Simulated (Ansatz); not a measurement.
Si47C48: several calculations on one system

## 1. Relaxation

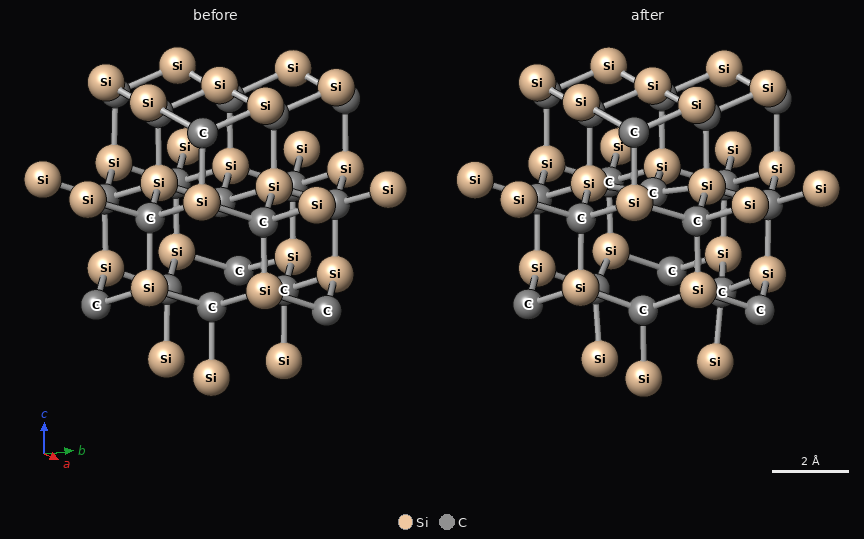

The structure of a defect cell of composition Si47C48 (cell charge +2) before (left) and after (right) a relaxation, at one scale.

The picture is a ball-and-stick view of the atoms within 5.0 Å of the atom that moves most (axes of the cell of the calculation (origin shifted)), seen slightly off an axis.

These are results of DFT, PBEsol, PAW, plane waves (Ansatz 0.2.0), not measurements. (plane-wave cutoff 420 eV; k-point mesh 1 × 1 × 1; no spin polarisation; atoms relaxed in a fixed cell; force threshold 0.03 eV/Å; at most 80 steps)

Question: Describe what moved and what it gained.

Answer: Over 3 accepted moves (4 points after the start) the energy falls by 1.982 eV per cell of the calculation. Largest force component: 1.9 eV/Å at the start, 0.014 eV/Å at the end. The line search rejected the trial step at point 3 of the run. A C atom moves most: 0.26 Å along +c. Largest moves by element: C 0.26 Å, Si 0.08 Å. The cell stays as it was. Among the contacts that change: C–Si 1.920 → 1.854 Å, C–Si 1.851 → 1.912 Å, C–Si 1.930 → 1.872 Å, C–Si 1.938 → 1.885 Å. Bond angles that change, for instance: C–Si–C 111.1° → 101.1°, C–Si–C 109.7° → 101.0°, C–Si–C 109.0° → 101.0°.

Limits of the set-up: the cell is charged, on a uniform background, and energies carry no finite-size correction.

## 2. Relaxation

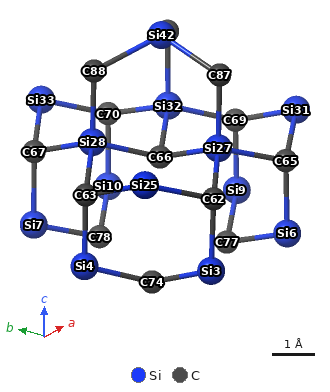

A defect cell of composition Si47C48 (cell charge −2), before the relaxation. Style: ball-and-stick. Shown: the atoms within 4.2 Å of the atom that moves most (axes of the cell of the calculation (origin shifted)), from a free direction.

Computed with Ansatz 0.2.0, DFT, PBEsol, PAW, plane waves.

Set-up: plane-wave cutoff 420 eV; k-point mesh 1 × 1 × 1; collinear spin; atoms relaxed in a fixed cell; force threshold 0.03 eV/Å; at most 80 steps.

```xyz
95
Lattice="9.2342 0.0000 0.0000 0.0000 10.6627 0.0000 0.0000 0.0000 10.0759" Properties=species:S:1:pos:R:3 pbc="T T T"
Si    0.0003   10.6504    5.0693
Si    3.0819   10.6466    5.0506
Si    1.5344    2.6747    5.0628
Si    9.2240    5.3320    5.0571
Si    6.1462   10.6330    5.0096
Si    4.6220    2.6596    5.0554
Si    1.5760    8.0101    5.0059
Si    7.6795    2.6756    4.9928
Si    6.1935    5.3179    5.0615
Si    4.5879    7.9889    5.0493
Si    7.6946    7.9978    5.0344
Si    0.0230    1.7628    2.5401
Si    3.0464    1.7626    2.5188
Si    1.5819    4.3859    2.4982
Si    0.0187    7.1104    2.4797
Si    6.1313    1.7579    2.5483
Si    4.5976    4.4460    2.5159
Si    3.0677    7.1432    2.5154
Si    1.5385    9.7772    2.5519
Si    7.6804    4.4539    2.5060
Si    6.1621    7.1193    2.5061
Si    4.6143    9.7649    2.5096
Si    7.7109    9.8188    2.5457
Si    1.5347    0.8712    7.5759
Si    9.2302    3.5289    7.5778
Si    4.6063    0.9042    7.5572
Si    3.0532    3.5755    7.5535
Si    1.5510    6.2358    7.5702
Si    0.0007    8.9055    7.5755
Si    7.6767    0.8686    7.5728
Si    6.1722    3.5248    7.5708
Si    4.6262    6.2235    7.5403
Si    3.0889    8.8970    7.5614
Si    7.6799    6.2015    7.5601
Si    6.1355    8.8775    7.5339
Si    0.0299    0.0272    0.0057
Si    3.0802   10.6521    0.0106
Si    1.5346    2.6797   10.0636
Si    0.0148    5.3425   10.0758
Si    6.1789   10.6456   10.0627
Si    4.6112    2.6352   10.0491
Si    3.0874    5.2942    0.0008
Si    1.5659    8.0152    0.0010
Si    7.6529    2.6922    0.0371
Si    6.1918    5.3438   10.0455
Si    4.6229    8.0041    0.0168
Si    7.6540    8.0020   10.0648
C     0.0030    0.0419    1.9165
C     3.0687   10.6435    1.8702
C     1.5812    2.6507    1.8906
C     9.2110    5.3072    1.8948
C     6.2021   10.6417    1.9091
C     4.6084    2.6898    1.8891
C     3.0663    5.3311    1.8885
C     1.5228    8.0030    1.8858
C     7.6992    2.6915    1.8854
C     6.1692    5.3489    1.8977
C     4.6016    7.9978    1.8617
C     7.7039    8.0155    1.9076
C     9.2296   10.6534    6.9087
C     3.1424    0.0018    6.9248
C     1.5672    2.6242    6.9349
C     9.2297    5.3041    6.9086
C     6.1886    0.0132    6.9191
C     4.6045    2.6890    6.9425
C     3.0724    5.3311    6.9101
C     1.5783    8.0013    6.9044
C     7.7188    2.6654    6.9393
C     6.1198    5.3102    6.9004
C     4.5849    7.9916    6.9350
C     7.6702    7.9445    6.9437
C     0.0174    1.7767    4.4188
C     3.0831    1.7628    4.4015
C     1.5239    4.4350    4.3700
C     0.0104    7.0938    4.4271
C     6.1976    1.7795    4.4297
C     4.6039    4.4527    4.4212
C     3.0773    7.1427    4.4194
C     1.5301    9.7796    4.4241
C     7.7002    4.4826    4.4270
C     6.1472    7.1078    4.3948
C     4.5939    9.7696    4.4135
C     7.6956    9.7930    4.4038
C     1.5301    0.9046    9.4637
C     9.2264    3.5749    9.4642
C     4.5952    0.8713    9.4540
C     3.0680    3.5434    9.4563
C     1.5567    6.1975    9.4211
C     0.0264    8.9110    9.4519
C     7.6929    0.9058    9.4640
C     6.1667    3.5593    9.4322
C     4.6069    6.2286    9.4758
C     3.0696    8.8967    9.4559
C     7.6904    6.2405    9.4612
C     6.1713    8.8880    9.4235
```

Question: Predict the outcome.

Answer: C66 moves most: 0.20 Å along +c. Largest moves by element: C 0.20 Å, Si 0.09 Å. The cell stays as it was. Some distances before and after: Si9–C77 1.920 → 1.817 Å, Si6–C77 1.902 → 1.810 Å, Si4–C74 1.905 → 1.817 Å, Si3–C74 1.892 → 1.810 Å. Among the angles between lasting bonds that change: C66–Si27–C87 111.1° → 104.1°, Si27–C66–Si28 108.7° → 114.8°, C66–Si28–C88 109.7° → 104.0°. The energy falls by 2.376 eV per cell of the calculation in 5 geometry steps. Largest force component: 2.7 eV/Å at the start, 0.016 eV/Å at the end. Cost: 7.7 s on 1 × NVIDIA GB300 Max-Q with 8 threads of Arm Neoverse-V2, peak memory 1.9 GiB.

History of the run:

| step | E − E(0), meV/atom | largest force component, eV/Å |
| --- | --- | --- |
| 0 | 0.00 | 2.6505 |
| 1 | -18.70 | 1.3835 |
| 2 | -22.00 | 1.9954 |
| 3 | -24.86 | 0.2494 |
| 4 | -24.99 | 0.0679 |
| 5 | -25.01 | 0.0159 |

The end point in the same view:

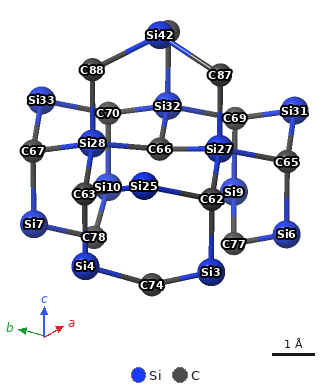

Limits of the set-up: the cell is charged, on a uniform background, and energies carry no finite-size correction.

## 3. Defect

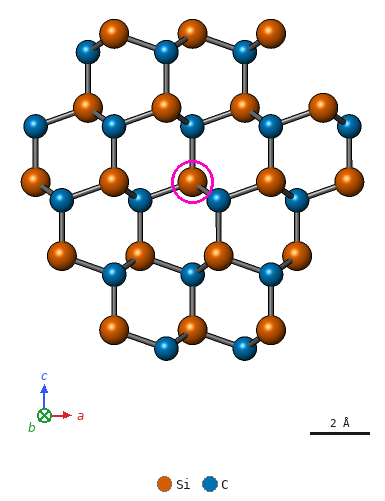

Perfect SiC. A ball-and-stick model of the atoms within 6.0 Å of one point, in a slice 5.0 Å thick across the line of sight, seen along the b axis.

All numbers below come from Ansatz 0.2.0, DFT, PBEsol, PAW, plane waves. (plane-wave cutoff 420 eV; k-point mesh 1 × 1 × 1; collinear spin) Fermi-Dirac smearing of 0.01 eV. A uniform background neutralises the charged cell. The axes drawn are those of the host's conventional cell.

A silicon atom is taken out (a vacancy) at the ringed place, in charge state −1. The supercell has 96 sites, and the atoms are relaxed at the host's cell.

Q: Predict the relaxed surroundings of the defect.

A: Around the empty Si site the host had 4 C at 1.88 to 1.89 Å; after relaxation the nearest atoms are 4 C at 2.05 to 2.08 Å. Of the host's atoms, a carbon atom moves furthest from its site, by 0.20 Å. The cell's net moment is 1.00 μB.

The relaxed defect, seen from the same direction:

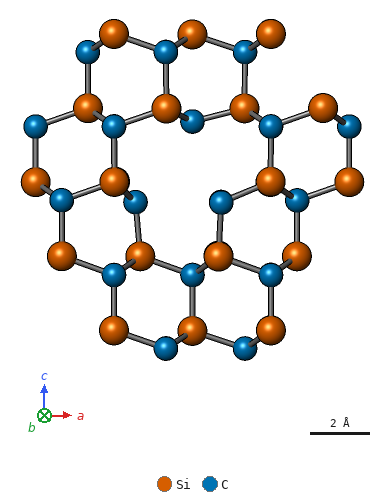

Limits of the set-up: the cell is charged, on a uniform background, and energies carry no finite-size correction.

## 4. Defect

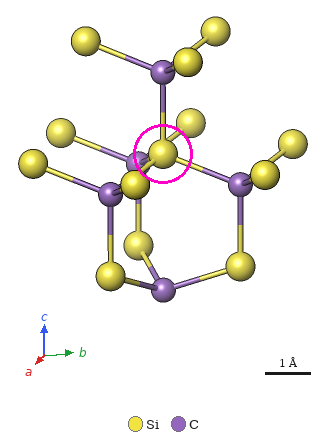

Perfect SiC. Style: ball-and-stick. Shown: the atoms within 3.3 Å of one point, slightly off an axis.

These are results of DFT, PBEsol, PAW, plane waves (Ansatz), not measurements. Settings: plane-wave cutoff 420 eV; k-point mesh 1 × 1 × 1; collinear spin. Fermi-Dirac smearing of 0.01 eV. The axes drawn are those of the host's conventional cell.

A silicon atom is taken out (a vacancy) at the ringed place, in charge state 0. The supercell has 96 sites, and the atoms are relaxed at the host's cell.

### Predict the relaxed surroundings of the defect.

Around the empty Si site the host had 4 C at 1.88 to 1.89 Å; after relaxation the nearest atoms are 4 C at 2.06 to 2.10 Å. Of the host's atoms, a carbon atom moves furthest from its site, by 0.21 Å. The cell's net moment is 2.00 μB.

The relaxed defect, seen from the same direction:

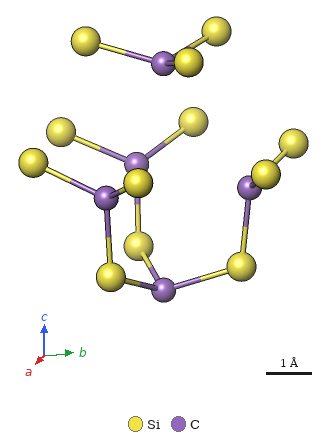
